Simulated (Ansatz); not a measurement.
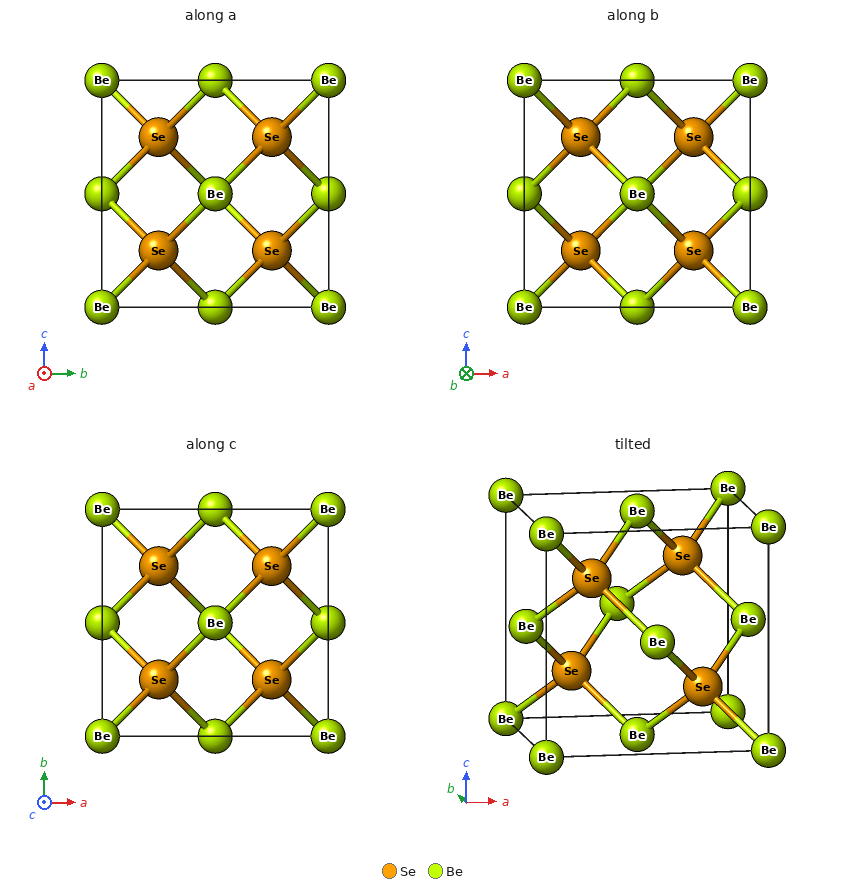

Structure drawing (ball-and-stick), viewed along the a axis, along the b axis, along the c axis and slightly off an axis. Lines trace the edges of the drawn cell (a repeat of the simulation cell).

Lattice parameters: a = 5.136 Å, b = 5.162 Å, c = 5.162 Å, α = 90.00°, β = 90.00°, γ = 90.00°. Put a along x and b in the xy plane.

Question: Turn the picture into a POSCAR file.

Answer:
```
Se Be
1.0
     5.136    0.000    0.000
     0.000    5.162    0.000
     0.000    0.000    5.162
Se Be
4 4
Direct
  0.2500 0.7500 0.2500
  0.7500 0.7500 0.7500
  0.7500 0.2500 0.2500
  0.2500 0.2500 0.7500
  0.5000 0.5000 0.0000
  0.0000 0.5000 0.5000
  0.0000 0.0000 0.0000
  0.5000 0.0000 0.5000
```

The structure comes from a structure type filled with these elements by a generator (whether the compound takes this form wasn't checked). The cell was then strained or its atoms displaced on purpose. A calculation with Ansatz used it as input.
